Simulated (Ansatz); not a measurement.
# Run report: Ge₃Si, geometry relaxation (part 2 of 2)

The same run, continued: Ge₃Si (P-6m2, 4 atoms in the cell); DFT PBE, scalar-relativistic, plane waves, PAW, no spin polarisation (Ansatz 0.2.0); cutoff 420 eV, 18×18×6 k-mesh, Gaussian smearing of 0.1 eV. The structure was made by a generator, so it may or may not be a known phase.

Geometry of the input (Å; fractional positions):
```
2.9631  0.0000  0.0000
-1.4816  2.5661  0.0000
0.0000  0.0000  9.6069
Si 0.3333  0.6667  0.0000
Ge 0.6667  0.3333  0.2500
Ge 0.6667  0.3333  0.7500
Ge 0.3333  0.6667  0.5000
```

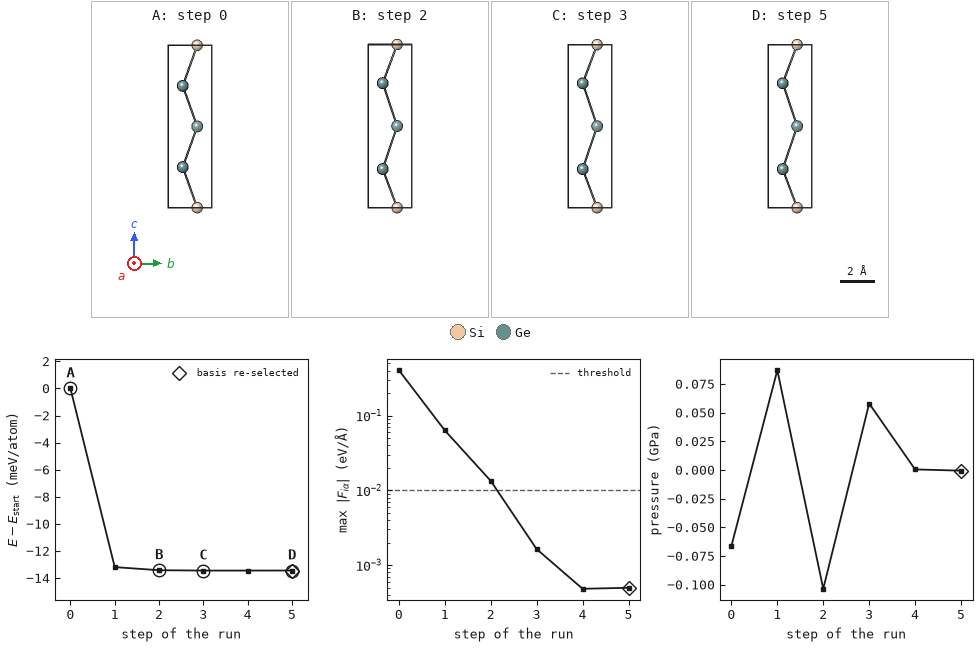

*Frames of the relaxation (ball-and-stick view of the cell of the calculation, along the a axis) above the curves, on which the letters mark them (the first geometry is step 0 here and step 1 in the log).*

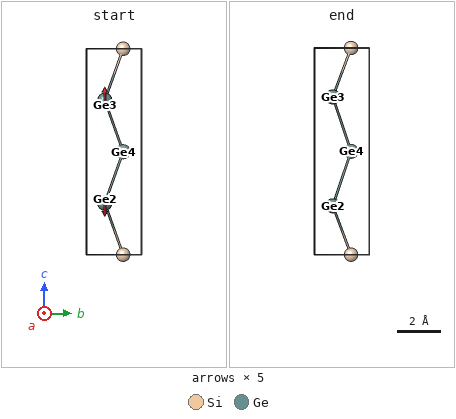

*Before (left) and after (right) the relaxation, at one scale (ball-and-stick view of the cell of the calculation, along the a axis). The red arrows give the displacements (without the part carried along by the change of the cell), magnified 5 times.*

The largest moves relative to the cell, 0.13 Å, are those of Ge2 and Ge3. Si stays in place. Cell: a = b 2.963 → 2.955 Å (−0.3 %), c 9.607 → 9.643 Å (+0.4 %). Volume −0.1 %. Distances before and after: Ge2–Ge4 2.949 → 3.060 Å, Si1–Ge2 2.949 → 2.849 Å, Ge2–Ge2 2.963 → 2.955 Å. Among the angles that change: Ge2–Si1–Ge3 109.1° → 106.4°, Ge2–Si1–Ge2 60.3° → 62.5°. The space group stays P-6m2 (No. 187). The energy falls by 13.4 meV per atom in 4 geometry steps. Largest force component: 0.4 eV/Å at the start, 0.0005 eV/Å at the end. Pressure: −0.07 GPa at the start and 0.00 GPa at the end. A last SCF at the same geometry on a re-selected plane-wave basis shifts the energy by +0.0 meV per atom. (Atoms are counted from 1 in the order of the input.)

```
basis re-selected at this cell: Δ(F+E_penalty+E_count) = +1.994e-5 eV, ΔP = -0.001 GPa vs the last step (what re-selecting the basis moved, of the pressure what is left beyond the Pulay correction that the steps carried, after the strain that the cell walked since its last selection, with what the two solves' SCF thresholds leave and, on support functions, any second-order correction that the steps lacked; it is no measure of the basis error at this ecutwfc). This SCF's stress stands 9.71e-3 GPa from its target on what of the cell is left free (relax.cell.stress_tol is 5.00e-2 GPa) and its largest allowed force component is 4.96e-4 eV/Å (relax.f_tol is 1.00e-2 eV/Å): within both
SCF converged after 5 iterations
Free energy (F): -13519.097435 eV
Harris-Foulkes:  -13519.097435 eV  (|F-HF|=3.64e-12)
Internal energy: -13519.090446 eV  (E = F + TS)
E sigma→0 (E₀):  -13519.093940 eV
Entropy (-TS):   -0.006989 eV (-1.747 meV/atom)
Fermi energy:    10.643318 eV
--- Per-component energies (eV) ---
  E_band       = -336.419205
  E_kinetic    = 369.141094
  E_local      = -7348.106908  (includes V_loc(G=0)·N_el)
  E_nonlocal   = 1270.709519
  E_hartree    = 3265.916691
  E_xc         = -282.047134
  E_vxc        = -240.317013  (∫ρ·V_xc dr)
  E_paw        = -6560.277099  (= ΣΔE_a)
  E_vpaw       = -919.680136  (= ΣTr[D̂ρ^β])
  E_aug_tail   = 0.000939  (compensation charges beyond the density's cutoff)
  E_ewald      = -4234.427547
  E_smearing   = -0.006989  (= −TS)
  E_closure    = 0.000000  (closes the sum)
  Σ components = -13519.097435   (vs F -13519.097435, Δ=0.00e0)
--- Forces (eV/Å), atoms counted from 1 ---
  atom   1  Si    -0.00000000    -0.00000000     0.00000000
  atom   2  Ge     0.00000000     0.00000000     0.00049601
  atom   3  Ge     0.00000000     0.00000000    -0.00049601
  atom   4  Ge     0.00000000    -0.00000000     0.00000000
  max |Σ_I F_I| component: 9.25e-17 eV/Å
--- Stress (GPa, compression-positive) ---
        0.003987      -0.000000       0.000000
        0.000000       0.003987       0.000000
        0.000000       0.000000      -0.009713
  P = ⅓ Tr σ = -0.0006 GPa (-0.006 kbar)
--- Band table (eV; the first three rows and the last of 148) ---
  k-point 0: bands = ["-14.1074", "-14.0908", "-14.0908", "-14.0852", "-14.0845", "-14.0845", "-14.0837", "-14.0813", "-14.0813", "-14.0419", "-14.0419", "-14.0152", "-14.0152", "-14.0077", "-14.0077", "-2.5803", "-1.1698", "-0.8280", "3.0386", "5.0214", "11.8599", "11.9963", "17.2855", "17.2855", "18.5922", "18.5922", "18.7012", "18.7012"]
  k-point 1: bands = ["-14.1074", "-14.0908", "-14.0908", "-14.0852", "-14.0845", "-14.0845", "-14.0837", "-14.0813", "-14.0813", "-14.0420", "-14.0420", "-14.0152", "-14.0152", "-14.0077", "-14.0077", "-2.5378", "-1.4979", "-0.4256", "2.6360", "5.5195", "10.4612", "13.4501", "17.3009", "17.3009", "18.4186", "18.4186", "18.8604", "18.8604"]
  k-point 2: bands = ["-14.1074", "-14.0908", "-14.0908", "-14.0850", "-14.0845", "-14.0845", "-14.0838", "-14.0813", "-14.0813", "-14.0420", "-14.0420", "-14.0151", "-14.0151", "-14.0077", "-14.0077", "-2.4125", "-1.8696", "0.1469", "1.9356", "6.5248", "9.0744", "14.9860", "17.3352", "17.3352", "18.2330", "18.2468", "18.2468", "18.9919"]
  k-point 147: bands = ["-14.0957", "-14.0849", "-14.0806", "-14.0552", "-14.0539", "-14.0536", "-14.0467", "-14.0444", "-14.0393", "-14.0379", "-14.0351", "-14.0275", "-14.0112", "-14.0112", "-14.0065", "4.1279", "4.4846", "4.5779", "4.9431", "6.7118", "7.2291", "7.8888", "8.2554", "8.2558", "8.9600", "9.6643", "10.1918", "13.7844"]
--- Relaxed structure (5 steps of the walk, 5 accepted, 1 SCFs on fresh bases) ---
  F+E_penalty+E_count = -13519.09743468 eV   max|allowed force component| = 4.960e-4 eV/Å   (the final SCF, on the basis selected at the relaxed cell)
  cell:  # Å, volume = 72.9463 Å³
    - [2.9554374052821824, 0.0, 0.0]
    - [-1.4777187026410912, 2.5594838722691358, 0.0]
    - [0.0, 0.0, 9.643381930075009]
  atoms:
    - { symbol: Si, position: [0.33333333333333337, 0.6666666666666666, 8.746353427316668e-20] }
    - { symbol: Ge, position: [0.6666666666666666, 0.3333333333333333, 0.23657042387071403] }
    - { symbol: Ge, position: [0.6666666666666666, 0.3333333333333333, 0.763429576129286] }
    - { symbol: Ge, position: [0.33333333333333337, 0.6666666666666666, 0.49999999999999994] }
```

### Trajectory as extended XYZ (Å, eV, eV/Å), 6 frames, from step=1 to step=6
```
4
Lattice="2.9631 0.0000 0.0000 -1.4816 2.5661 0.0000 0.0000 0.0000 9.6069" Properties=species:S:1:pos:R:3:forces:R:3 step=1 energy=-13519.04368 pressure_GPa=-0.07
Si    0.0000    1.7108    0.0000    0.0000   0.0000   0.0000
Ge    1.4816    0.8554    2.4017    0.0000   0.0000  -0.4049
Ge    1.4816    0.8554    7.2052    0.0000   0.0000   0.4049
Ge    0.0000    1.7108    4.8035    0.0000   0.0000   0.0000
4
Lattice="2.9557 0.0000 0.0000 -1.4778 2.5597 0.0000 0.0000 0.0000 9.6397" Properties=species:S:1:pos:R:3:forces:R:3 step=2 energy=-13519.09643 pressure_GPa=0.09
Si    0.0000    1.7065    0.0000    0.0000   0.0000   0.0000
Ge    1.4778    0.8532    2.2643    0.0000   0.0000   0.0633
Ge    1.4778    0.8532    7.3754    0.0000   0.0000  -0.0633
Ge    0.0000    1.7065    4.8199    0.0000   0.0000   0.0000
4
Lattice="2.9559 0.0000 0.0000 -1.4780 2.5599 0.0000 0.0000 0.0000 9.6530" Properties=species:S:1:pos:R:3:forces:R:3 step=3 energy=-13519.09735 pressure_GPa=-0.10
Si    0.0000    1.7066    0.0000    0.0000   0.0000   0.0000
Ge    1.4780    0.8533    2.2870    0.0000   0.0000  -0.0134
Ge    1.4780    0.8533    7.3660    0.0000   0.0000   0.0134
Ge    0.0000    1.7066    4.8265    0.0000   0.0000   0.0000
4
Lattice="2.9544 0.0000 0.0000 -1.4772 2.5586 0.0000 0.0000 0.0000 9.6417" Properties=species:S:1:pos:R:3:forces:R:3 step=4 energy=-13519.09745 pressure_GPa=0.06
Si    0.0000    1.7057    0.0000    0.0000   0.0000   0.0000
Ge    1.4772    0.8529    2.2817    0.0000   0.0000  -0.0016
Ge    1.4772    0.8529    7.3600    0.0000   0.0000   0.0016
Ge    0.0000    1.7057    4.8208    0.0000   0.0000   0.0000
4
Lattice="2.9554 0.0000 0.0000 -1.4777 2.5595 0.0000 0.0000 0.0000 9.6434" Properties=species:S:1:pos:R:3:forces:R:3 step=5 energy=-13519.09745 pressure_GPa=0.00
Si    0.0000    1.7063    0.0000    0.0000   0.0000   0.0000
Ge    1.4777    0.8532    2.2813    0.0000   0.0000   0.0005
Ge    1.4777    0.8532    7.3620    0.0000   0.0000  -0.0005
Ge    0.0000    1.7063    4.8217    0.0000   0.0000   0.0000
4
Lattice="2.9554 0.0000 0.0000 -1.4777 2.5595 0.0000 0.0000 0.0000 9.6434" Properties=species:S:1:pos:R:3:forces:R:3 step=6 energy=-13519.09743 pressure_GPa=-0.00
Si    0.0000    1.7063    0.0000    0.0000   0.0000   0.0000
Ge    1.4777    0.8532    2.2813    0.0000   0.0000   0.0005
Ge    1.4777    0.8532    7.3620    0.0000   0.0000  -0.0005
Ge    0.0000    1.7063    4.8217    0.0000   0.0000   0.0000
```

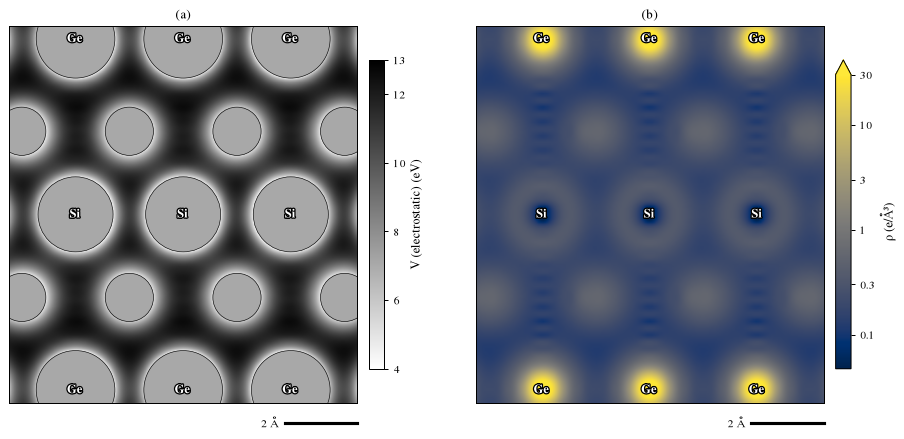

*(a) electrostatic potential (local pseudopotential plus Hartree) felt by an electron; (b) valence charge density (pseudo) on the (010) plane of the conventional cell. Grey discs, where drawn, cover atomic cores.*

The section cuts through Si and Ge sites. Ge–Ge (2.96 Å): ρ is about 0.21 e/Å³ halfway. Away from the nuclei the density in this plane falls to 0.1 e/Å³ at its lowest. Outside the cores the potential energy rises away from the atoms and is highest about 1.8 Å from the nearest atoms; outside the discs it spans about 8 eV, and its zero is arbitrary. Core electrons are frozen (PAW), so the fields are smoothed inside the atomic spheres.

### Summary

| quantity | value |
| --- | --- |
| outcome | converged |
| space group (tolerance 0.01 Å) | P-6m2 (187) |
| electrons treated | 46 |
| free energy | −13519.0974 eV |
| Fermi energy | 10.643 eV |
| gap on the k-point mesh | none (metallic) |
| pressure | 0.00 GPa |
| final volume | 72.95 Å³ |
| largest force (length of the vector) at the end | under 0.001 eV/Å |
| final cell | a = 2.955 Å, b = 2.955 Å, c = 9.643 Å, α = 90.00°, β = 90.00°, γ = 120.00° |
| wall time | 2.6 min |
| peak memory | 0.54 GiB |
